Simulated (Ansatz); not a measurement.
Consider CoO.

The calculation's input:

```
crystal:
  lattice:
    - [-1.508, 1.508, 2.1072475377]
    - [1.508, -1.508, 2.1072475377]
    - [1.508, 1.508, -2.1072475377]
  atoms:
    - { symbol: Co, position: [0.0, 0.0, 0.0], spin: 2.0 }
    - { symbol: O, position: [0.5, 0.5, 0.0] }
hamiltonian:
  xc: pbe
  pseudopotentials: { kind: paw }
magnetization:
  spin_polarized: true
  initial_magnetization: 2.0
  spin_locking: { lock_magnetization: hard }
kpoints:
  mp_grid: { grid: [10, 10, 10] }
scf:
  occupations: { method: fermi_dirac, width: 0.05 }
  lower_state_search: "off"
output:
  forces: true
  stress: true
  eigenvalues: true
  write_density: true
  write_potential: true
  elf: true
  volumetric_format: npy
```

Command:

```sh
ansatz run input.yaml --threads 2 --pin off --max-ram 5632MiB --backend cpu --events-out ev --progress --plain --runs-dir out
```

Below, planes, directions and counts refer to the conventional cell (a = 3.02 Å, b = 3.02 Å, c = 4.21 Å, α = 90.00°, β = 90.00°, γ = 90.00°).

Space group I4/mmm; computed pressure about −8 GPa in this cell; spin-polarised.

These are results of Kohn-Sham DFT of a periodic cell, PBE, Ansatz PAW (Ansatz), not measurements.

Predict the valence pseudo-density, electron localisation function and spin density between the atoms.

Answer. Co–O (2.11 Å): the density is about 0.43 e/Å³ at the midpoint; the ELF peaks at about 0.80 in the valence shell of O, 0.6 Å from its nucleus, and is about 0.15 at the midpoint: no shared electron pair shows on this line.
The spin density sits on Co: +1.8 μB (×2) in one cell of 4 atoms, with smaller moments on other sites: O (up to +0.08 μB): parallel main moments, as they must be, since the calculation's own cell holds one magnetic site. The cell of the calculation (2 atoms) carries 2.0 μB of net spin moment.

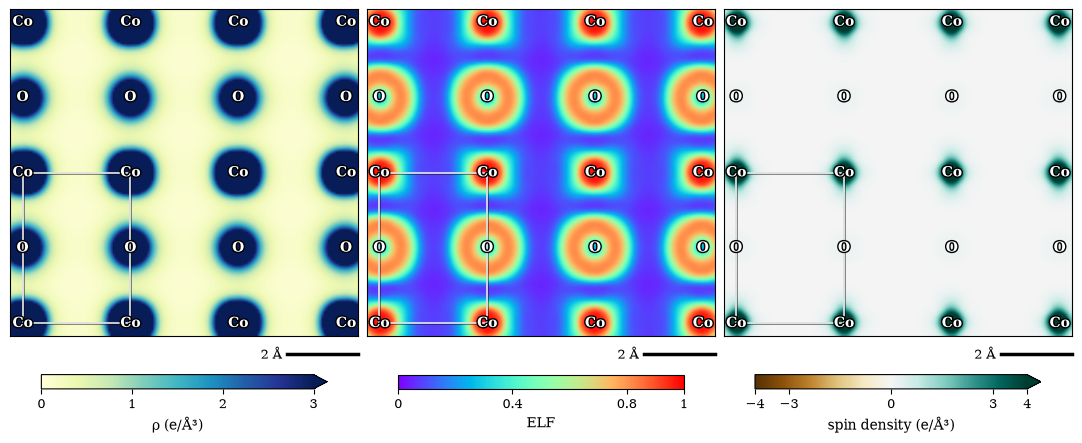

Computed valence pseudo-density, electron localisation function and spin density on the (100) plane of the conventional cell, in this order. 

Core electrons are frozen (PAW), and the valence fields are smoothed inside the atomic spheres.
